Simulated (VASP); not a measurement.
## Run report: ZnSe, geometry relaxation (part 1 of 2)

The run: geometry relaxation of ZnSe (F-43m, 2 atoms in the cell). Method and program: Kohn-Sham DFT of a periodic cell, LDA, VASP PAW LDA potentials, recommended, no spin polarisation (VASP 6.6.1).

The structure derives from an entry of the Crystallography Open Database.

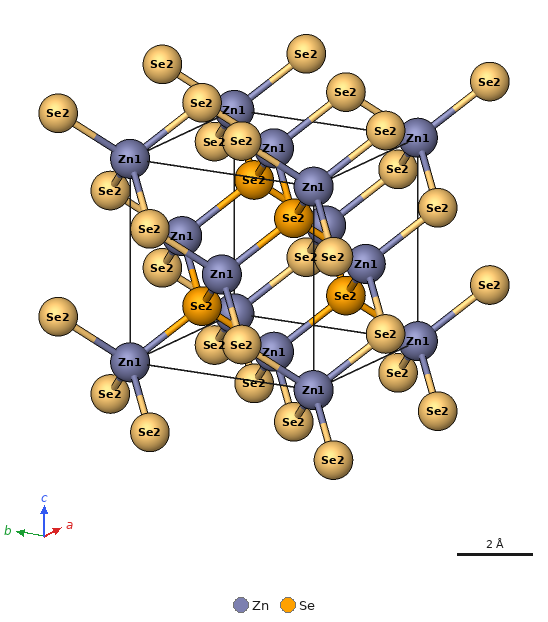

*The input geometry (ball-and-stick view of the cell 4 times as large as that of the calculation, set on its symmetry axes, seen at an oblique angle; neighbours outside the cell are drawn fainter; atoms are numbered from 1 in the order of the input). An atom can appear more than once, as a periodic image.*

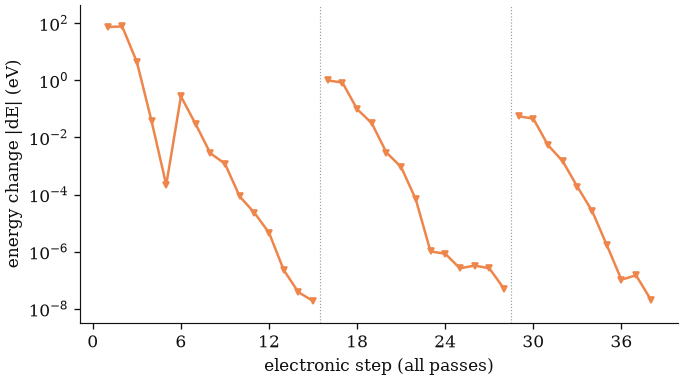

*Convergence of the self-consistent field: energy change |dE| against the electronic step. Each stretch between dotted lines is the SCF of one geometry step of a relaxation.*

The 3 ionic steps take 10 to 15 electronic steps each. The density is held fixed in the first few steps, and dE rises again when its update begins.

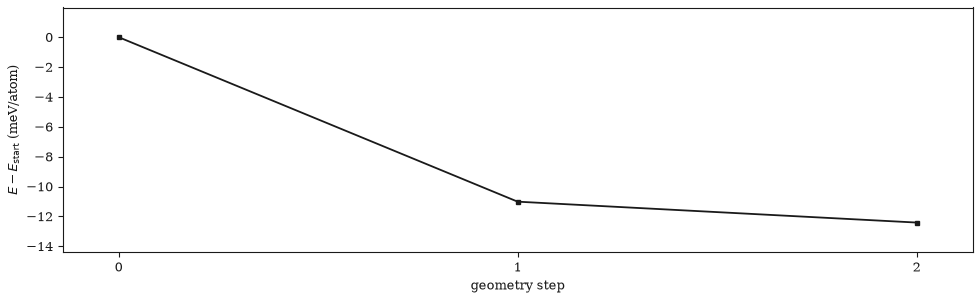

*Progress of the relaxation, step by step (steps are counted from 0).*

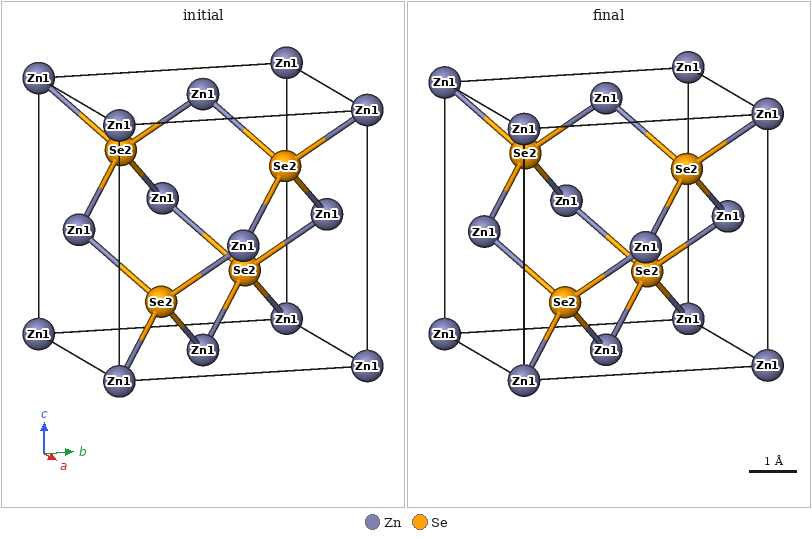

*Before (left) and after (right) the relaxation, at one scale (ball-and-stick view of the cell 4 times as large as that of the calculation, set on its symmetry axes, seen slightly off an axis).*

The atoms keep their places relative to the cell (all moves are under 0.005 Å). The drawn cell changes as follows: a = b = c 5.668 → 5.570 Å (−1.7 %); the volume changes by −5.1 %. Among the contacts that change: Zn1–Se2 2.454 → 2.412 Å. The space group stays F-43m (No. 216). The energy falls by 12.4 meV per atom in 2 geometry steps. All forces vanish by symmetry, so only the cell relaxes. (Atoms are counted from 1 in the order of the input.)

The input that produced these results follows, with the program's output.

INCAR
```
PREC = Accurate
ENCUT = 350
EDIFF = 1E-7
ISMEAR = 0
SIGMA = 0.02
LREAL = F
LASPH = T
NELM = 60
ALGO = Fast
ISIF = 3
LWAVE = F
LCHARG = F
GGA = CA
IBRION = 2
NSW = 80
EDIFFG = -0.002
```

KPOINTS
```
regular mesh
0
Gamma
  6 6 6
```

POSCAR
```
ZnSe
1.0
    0.0000000000      2.8338000000      2.8338000000
    2.8338000000      0.0000000000      2.8338000000
    2.8338000000      2.8338000000      0.0000000000
Zn Se
1 1
Direct
    0.0000000000      0.0000000000      0.0000000000
    0.2500000000      0.2500000000      0.2500000000
```

Launch command:
```bash
cat potpaw_LDA.64/Zn/POTCAR potpaw_LDA.64/Se/POTCAR > POTCAR
mpirun -np 1 vasp_std > vasp.out
```

OSZICAR
```
N       E                     dE             d eps       ncg     rms          rms(c)
DAV:   1     0.738273524238E+02    0.73827E+02   -0.73463E+03   416   0.117E+03
DAV:   2    -0.319066061543E+01   -0.77018E+02   -0.73543E+02   461   0.239E+02
DAV:   3    -0.761300904503E+01   -0.44223E+01   -0.44104E+01   501   0.603E+01
DAV:   4    -0.765082826959E+01   -0.37819E-01   -0.37814E-01   476   0.630E+00
DAV:   5    -0.765104653233E+01   -0.21826E-03   -0.21826E-03   456   0.431E-01    0.481E+00
RMM:   6    -0.737674077066E+01    0.27431E+00   -0.71300E-01   416   0.935E+00    0.377E+00
RMM:   7    -0.734718948651E+01    0.29551E-01   -0.13834E-01   416   0.420E+00    0.141E+00
RMM:   8    -0.734436353589E+01    0.28260E-02   -0.25196E-02   416   0.133E+00    0.596E-01
RMM:   9    -0.734315927301E+01    0.12043E-02   -0.63685E-03   416   0.109E+00    0.168E-01
RMM:  10    -0.734307268505E+01    0.86588E-04   -0.13636E-03   416   0.458E-01    0.514E-02
RMM:  11    -0.734309591009E+01   -0.23225E-04   -0.19157E-04   416   0.130E-01    0.566E-02
RMM:  12    -0.734309127753E+01    0.46326E-05   -0.25974E-05   416   0.559E-02    0.867E-03
RMM:  13    -0.734309150744E+01   -0.22991E-06   -0.33875E-06   416   0.194E-02    0.720E-03
RMM:  14    -0.734309146909E+01    0.38348E-07   -0.13548E-06   412   0.152E-02    0.185E-03
RMM:  15    -0.734309145033E+01    0.18764E-07   -0.26690E-07   305   0.697E-03
   1 F= -.73430915E+01 E0= -.73430915E+01  d E =-.734309E+01
       N       E                     dE             d eps       ncg     rms          rms(c)
DAV:   1    -0.833804189878E+01   -0.99495E+00   -0.11485E+01   506   0.696E+01    0.712E+00
RMM:   2    -0.749935907835E+01    0.83868E+00   -0.40474E+00   417   0.295E+01    0.259E+00
RMM:   3    -0.740047418471E+01    0.98885E-01   -0.29485E-01   416   0.710E+00    0.129E+00
RMM:   4    -0.736906535157E+01    0.31409E-01   -0.63510E-02   416   0.209E+00    0.495E-01
RMM:   5    -0.736611161350E+01    0.29537E-02   -0.66928E-03   416   0.101E+00    0.263E-01
RMM:   6    -0.736518824747E+01    0.92337E-03   -0.30490E-03   416   0.508E-01    0.391E-02
RMM:   7    -0.736512089550E+01    0.67352E-04   -0.60686E-04   416   0.335E-01    0.579E-02
RMM:   8    -0.736511987301E+01    0.10225E-05   -0.11328E-04   416   0.118E-01    0.113E-02
RMM:   9    -0.736511901945E+01    0.85356E-06   -0.19456E-05   416   0.460E-02    0.380E-03
RMM:  10    -0.736511928212E+01   -0.26267E-06   -0.28223E-06   416   0.180E-02    0.237E-03
RMM:  11    -0.736511960769E+01   -0.32557E-06   -0.35890E-06   412   0.245E-02    0.547E-03
RMM:  12    -0.736511934295E+01    0.26473E-06   -0.61507E-07   367   0.114E-02    0.261E-03
RMM:  13    -0.736511929172E+01    0.51227E-07   -0.12123E-07   268   0.395E-03
   2 F= -.73651193E+01 E0= -.73651193E+01  d E =-.220278E-01
       N       E                     dE             d eps       ncg     rms          rms(c)
DAV:   1    -0.742068003051E+01   -0.55561E-01   -0.68139E-01   506   0.188E+01    0.161E+00
RMM:   2    -0.737501115405E+01    0.45669E-01   -0.15400E-01   416   0.582E+00    0.616E-01
RMM:   3    -0.736961668386E+01    0.53945E-02   -0.68965E-03   416   0.687E-01    0.279E-01
RMM:   4    -0.736813021214E+01    0.14865E-02   -0.21510E-03   416   0.398E-01    0.131E-01
RMM:   5    -0.736794166105E+01    0.18855E-03   -0.65567E-04   416   0.396E-01    0.570E-02
RMM:   6    -0.736791467904E+01    0.26982E-04   -0.18415E-04   416   0.174E-01    0.961E-03
RMM:   7    -0.736791641258E+01   -0.17335E-05   -0.16753E-05   416   0.499E-02    0.850E-03
RMM:   8    -0.736791651780E+01   -0.10522E-06   -0.87982E-06   416   0.347E-02    0.396E-03
RMM:   9    -0.736791636880E+01    0.14899E-06   -0.20116E-06   402   0.198E-02    0.799E-04
RMM:  10    -0.736791638996E+01   -0.21159E-07   -0.28535E-07   300   0.527E-03
   3 F= -.73679164E+01 E0= -.73679164E+01  d E =-.248249E-01
```

Parts of OUTCAR
```
PREC = Accurate
   ENCUT = 350
   EDIFF = 1E-7
   ISMEAR = 0
   LREAL = F
   LASPH = T
   NELM = 60
   ISIF = 3
   GGA = CA
   IBRION = 2
   NSW = 80
   EDIFFG = -0.002

 ion  position               nearest neighbor table
   1  0.000  0.000  0.000-   2 2.45   2 2.45   2 2.45   2 2.45
   2  0.250  0.250  0.250-   1 2.45   1 2.45   1 2.45   1 2.45

  LATTYP: Found a face centered cubic cell.
 ALAT       =     5.6676000000

  Lattice vectors:

 A1 = (   0.0000000000,   2.8338000000,   2.8338000000)
 A2 = (   2.8338000000,   0.0000000000,   2.8338000000)
 A3 = (   2.8338000000,   2.8338000000,   0.0000000000)

Analysis of symmetry for initial positions (statically):
=====================================================================
 Subroutine PRICEL returns:
 Original cell was already a primitive cell.

 Routine SETGRP: Setting up the symmetry group for a
 face centered cubic supercell.

 Subroutine GETGRP returns: Found 24 space group operations
 (whereof 24 operations were pure point group operations)
 out of a pool of 48 trial point group operations.

The static configuration has the point symmetry T_d .

Analysis of symmetry for dynamics (positions and initial velocities):
=====================================================================
 Subroutine PRICEL returns:
 Original cell was already a primitive cell.

 Routine SETGRP: Setting up the symmetry group for a
 face centered cubic supercell.

 Subroutine GETGRP returns: Found 24 space group operations
 (whereof 24 operations were pure point group operations)
 out of a pool of 48 trial point group operations.

The dynamic configuration has the point symmetry T_d .

 Subroutine INISYM returns: Found 24 space group operations
 (whereof 24 operations are pure point group operations),
 and found     1 'primitive' translations

----------------------------------------------------------------------------------------

                                     Primitive cell

  volume of cell :      45.5132

  direct lattice vectors                    reciprocal lattice vectors
     0.000000000  2.833800000  2.833800000    -0.176441527  0.176441527  0.176441527
     2.833800000  0.000000000  2.833800000     0.176441527 -0.176441527  0.176441527
     2.833800000  2.833800000  0.000000000     0.176441527  0.176441527 -0.176441527

  length of vectors
     4.007598393  4.007598393  4.007598393     0.305605690  0.305605690  0.305605690

  position of ions in fractional coordinates (direct lattice)
     0.000000000  0.000000000  0.000000000
     0.250000000  0.250000000  0.250000000

  ion indices of the primitive-cell ions
   primitive index   ion index
                 1           1
                 2           2

----------------------------------------------------------------------------------------

 KPOINTS: regular mesh

Automatic generation of k-mesh.
 Grid dimensions read from file:
 generate k-points for:    6    6    6

 Generating k-lattice:

  Cartesian coordinates                     Fractional coordinates (reciprocal lattice)
    -0.029406921  0.029406921  0.029406921     0.166666667  0.000000000  0.000000000
     0.029406921 -0.029406921  0.029406921     0.000000000  0.166666667  0.000000000
     0.029406921  0.029406921 -0.029406921     0.000000000  0.000000000  0.166666667

  Length of vectors
     0.050934282  0.050934282  0.050934282

  Shift w.r.t. Gamma in fractional coordinates (k-lattice)
     0.000000000  0.000000000  0.000000000

 Subroutine IBZKPT returns following result:
 ===========================================

 Found     16 irreducible k-points:

 Following reciprocal coordinates:
            Coordinates               Weight
  0.000000  0.000000  0.000000      1.000000
  0.166667  0.000000  0.000000      8.000000
  0.333333  0.000000  0.000000      8.000000
  0.500000  0.000000  0.000000      4.000000
  0.166667  0.166667  0.000000      6.000000
  0.333333  0.166667  0.000000     24.000000
  0.500000  0.166667  0.000000     24.000000
 -0.333333  0.166667  0.000000     24.000000
 -0.166667  0.166667  0.000000     12.000000
  0.333333  0.333333  0.000000      6.000000
  0.500000  0.333333  0.000000     24.000000
 -0.333333  0.333333  0.000000     12.000000
  0.500000  0.500000  0.000000      3.000000
  0.500000  0.333333  0.166667     24.000000
 -0.333333  0.333333  0.166667     24.000000
 -0.333333  0.500000  0.166667     12.000000
   k-points           NKPTS =     16   k-points in BZ     NKDIM =     16   number of bands    NBANDS=     13
   number of dos      NEDOS =    301   number of ions     NIONS =      2
   total plane-waves  NPLWV =  13824
   dimension x,y,z NGX =    24 NGY =   24 NGZ =   24
   dimension x,y,z NGXF=    48 NGYF=   48 NGZF=   48
   ions per type =               1   1
   NGX,Y,Z   is equivalent  to a cutoff of   9.96,  9.96,  9.96 a.u.
   NGXF,Y,Z  is equivalent  to a cutoff of  19.91, 19.91, 19.91 a.u.
 SYSTEM =  unknown system
   PREC   = accura    normal or accurate (medium, high low for compatibility)
   ISTART =      0    job   : 0-new  1-cont  2-samecut
   ICHARG =      2    charge: 1-file 2-atom 10-const
   ISPIN  =      1    spin polarized calculation?
   LNONCOLLINEAR =      F non collinear calculations
   LSORBIT =      F    spin-orbit coupling
   LASPH  =      T    aspherical Exc in radial PAW
   ENCUT  =  350.0 eV  25.72 Ry    5.07 a.u.   6.11  6.11  6.11*2*pi/ulx,y,z
   NELM   =     60;   NELMIN=  2; NELMDL= -5     # of ELM steps
   EDIFF  = 0.1E-06   stopping-criterion for ELM
   LREAL  =      F    real-space projection
   EDIFFG = -.2E-02   stopping-criterion for IOM
   NSW    =     80    number of steps for IOM
   IBRION =      2    ionic relax: 0-MD 1-quasi-New 2-CG
   NFREE  =      1    steps in history (QN), initial steepest desc. (CG)
   ISIF   =      3    stress and relaxation
   ISYM   =      2    0-nonsym 1-usesym 2-fastsym
   POTIM  = 0.5000    time-step for ionic-motion
   TEBEG  =    0.0;   TEEND  =   0.0 temperature during run
   PSTRESS=    0.0 pullay stress
   NELECT =      18.0000    total number of electrons
   NUPDOWN=      -1.0000    fix difference up-down
   EMIN   =  10.00;   EMAX   =-10.00  energy-range for DOS
   EFERMI =   0.00;   METHOD = LEGACY
   ISMEAR =     0;   SIGMA  =   0.02  broadening in eV -4-tet -1-fermi 0-gaus
   EFERMI_NEDOS =   21; number of points for ismear=-14 and -15
   IALGO  =     68    algorithm
   IMIX   =      4    mixing-type and parameters
     AMIX     =   0.40;   BMIX     =  1.00
     AMIX_MAG =   1.60;   BMIX_MAG =  1.00
  volume/ion in A,a.u.               =      22.76       153.57
  Fermi-wavevector in a.u.,A,eV,Ry     =   1.201673  2.270834 19.647073  1.444019
  Thomas-Fermi vector in A             =   2.337476
   LORBIT       =      0    0 simple, 1 ext, 2 COOP (PROOUT), +10 PAW based schemes
   GGA     = CA    functional components
   LHFCALC =     F    Hartree Fock is set to
   AEXX    =    0.0000 exact exchange contribution
   IVDW    =     0    specifies the selected vdW correction
   LEPSILON=     F    determine dielectric tensor
   LRPA    =     F    only Hartree local field effects (RPA)
 conjugate gradient relaxation of ions
 non-spin polarized calculation
 RMM-DIIS sequential band-by-band and
 Gauss-broadening in eV      SIGMA  =   0.02
  energy-cutoff  :      350.00
  volume of cell :       45.51
 maximum number of plane-waves:       692
   NGX = 13   NGY = 13   NGZ = 13

--------------------------------------- Ionic step        1  -------------------------------------------

 number of electron      17.9999993 magnetization

 Free energy of the ion-electron system (eV)
  ---------------------------------------------------
  ext. energy  EPLUGINS =         0.00000000
  ---------------------------------------------------
  free energy    TOTEN  =        -7.34309145 eV

  energy without entropy =       -7.34309145  energy(sigma->0) =       -7.34309145

------------------------ aborting loop because EDIFF is reached ----------------------------------------
```
